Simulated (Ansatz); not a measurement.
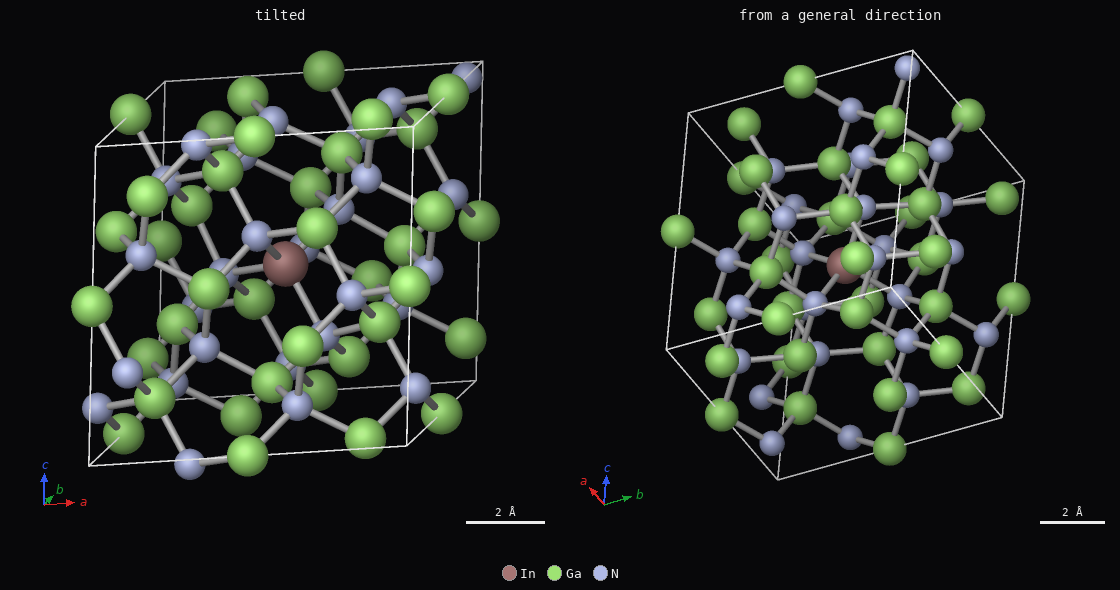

View slightly off an axis and from a general direction, drawn as a ball-and-stick model. The supercell is outlined; an atom on or near a face, edge or corner is repeated at each equivalent position. The host is GaN, in a cell of 48 sites, and the cell is neutral.

### What imperfection does the supercell contain?

Indium on a gallium site (a substitutional impurity). It is bonded to four N in a tetrahedral arrangement at about 2.1 Å.

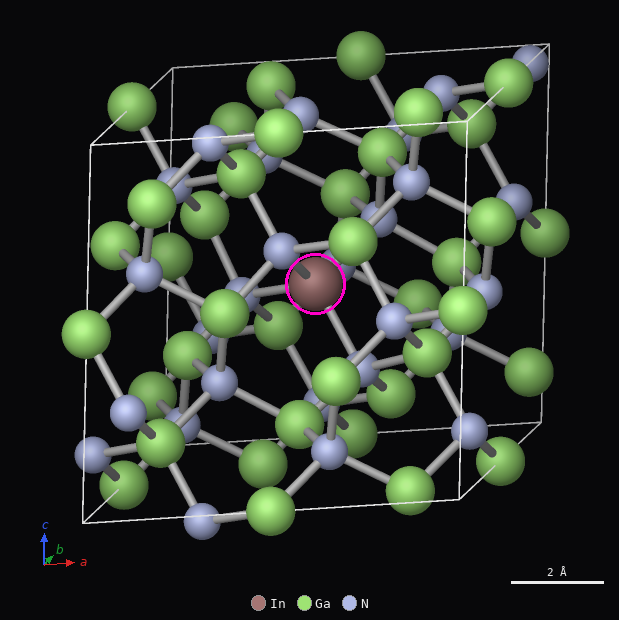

The same cell with a ring at the defect's site.

The atoms were relaxed in the host's cell with DFT PBE, scalar-relativistic, plane waves, PAW in Ansatz.
